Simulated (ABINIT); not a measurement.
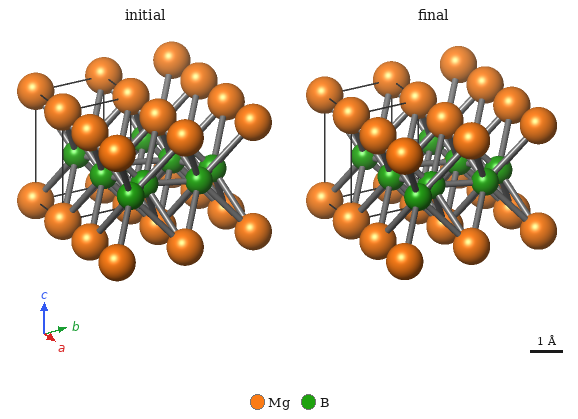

The structure of solid MgB₂ (set up in P6/mmm) before (left) and after (right) a relaxation, at one scale.

A ball-and-stick model of the cell of the calculation, repeated 3 × 2 × 1 with one cell outlined, seen slightly off an axis.

The run lets cell and atoms move.

All numbers below come from Kohn-Sham DFT of a periodic cell, LDA, HGH LDA (ABINIT).

Input
```
pp_dirpath "./"
pseudos "Mg.hgh, B.hgh"

acell 3*1.0 Angstrom
rprim
     3.0850000000     0.0000000000     0.0000000000
    -1.5425000000     2.6716883707     0.0000000000
     0.0000000000     0.0000000000     3.5230000000
ntypat 2
znucl 12 5
natom 3
typat 1 2 2
chkprim 0
chksymtnons 0
tolsym 1.0e-6
xred
            0.0            0.0            0.0
            2/3            1/3            1/2
            1/3            2/3            1/2

ecut 32.0
ecutsm 0.5

kptopt 1
ngkpt 8 8 6
nshiftk 1
shiftk 0.0 0.0 0.0

ixc 7

nband 8
occopt 3
tsmear 0.05 eV

nstep 80
tolvrs 1.0e-12

iomode 3
prteig 0
prtebands 0
prtwf 0
prtden 0

ionmov 2
optcell 2
ntime 50
tolmxf 2.0e-5
dilatmx 1.08
```

Command:
```bash
abinit run.abi > log 2>&1
```

Q: Describe what moved and what it gained.

A: The energy falls by 20.4 meV per atom in 5 geometry steps. All forces vanish by symmetry, so only the cell relaxes. Pressure: −9.23 GPa at the start and 0.00 GPa at the end. The atoms keep their places relative to the cell (all moves are under 0.005 Å). The drawn cell changes as follows: a = b 3.085 → 3.031 Å (−1.7 %), c 3.523 → 3.399 Å (−3.5 %); the volume changes by −6.8 %. Among the contacts that change: B–Mg 2.505 → 2.440 Å, B–B 1.781 → 1.750 Å. The space group stays P6/mmm (No. 191). Cost: 96 s on 1 thread of AMD EPYC 7R43 64-Core Processor (Zen 3), on a shared host, peak memory 0.07 GiB.
